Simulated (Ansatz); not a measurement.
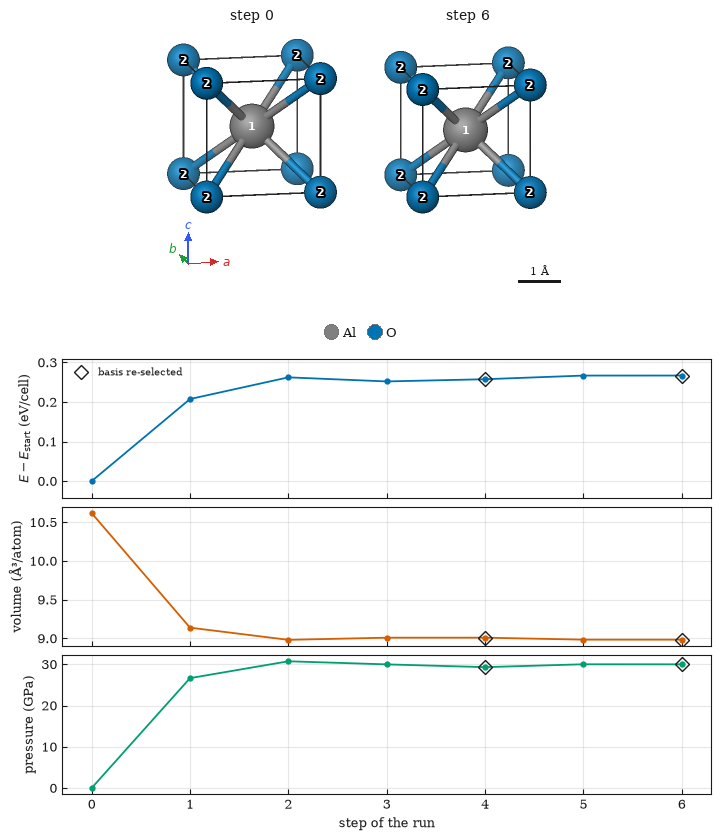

First and last geometry of a relaxation of crystalline AlO (a generated structure, set up in Pm-3m), with the history of the run. A ball-and-stick model of the cell of the calculation, seen slightly off an axis.

The run lets cell and atoms move.

Computed with Kohn-Sham DFT of a periodic cell, PBE, Ansatz PAW in Ansatz 0.2.0.

Input
```yaml
crystal:
  lattice:
    - [2.76919, 0.0, 0.0]
    - [0.0, 2.76919, 0.0]
    - [0.0, 0.0, 2.76919]
  atoms:
    - { symbol: Al, position: [0.5, 0.5, 0.5] }
    - { symbol: O, position: [0.0, 0.0, 0.0] }
hamiltonian:
  xc: pbe
  pseudopotentials: { kind: paw }
kpoints:
  mp_grid: { grid: [10, 10, 10] }
scf:
  occupations: { method: fermi_dirac, width: 0.05 }
output:
  forces: true
  stress: true
  eigenvalues: true
  write_density: true
  write_potential: true
  elf: true
  volumetric_format: npy
relax:
  f_tol: 0.01
  max_steps: 40
  cell: { stress_tol: 0.05, p_target: 30.0 }
```

Run as
```bash
ansatz run input.yaml --threads 2 --pin off --max-ram 5632MiB --backend cpu --events-out ev --progress --plain --runs-dir out
```

What do the curves and the structures tell?

Answer. It converged. The atoms keep their places relative to the cell (all moves are under 0.005 Å). The volume changes by −15.4 %, with a = b = c 2.769 → 2.619 Å (−5.4 %). Among the contacts that change: Al1–O2 2.398 → 2.268 Å. The space group stays Pm-3m (No. 221). The energy rises by 0.267 eV per cell of the calculation in 4 accepted moves (6 points after the start). With the target pressure of 30 GPa, the enthalpy E + pV changes by −0.345 eV per cell of the calculation. All forces vanish by symmetry, so only the cell relaxes. The pressure goes from 0.01 to 30.00 GPa. At 2 points the geometry stayed and the basis and grid were re-selected for the new cell (energy shift of 5.6 meV per cell of the calculation at most each time). The run took 4.5 s on 2 threads of Arm Neoverse V1 (shared host), peak memory 0.27 GiB.
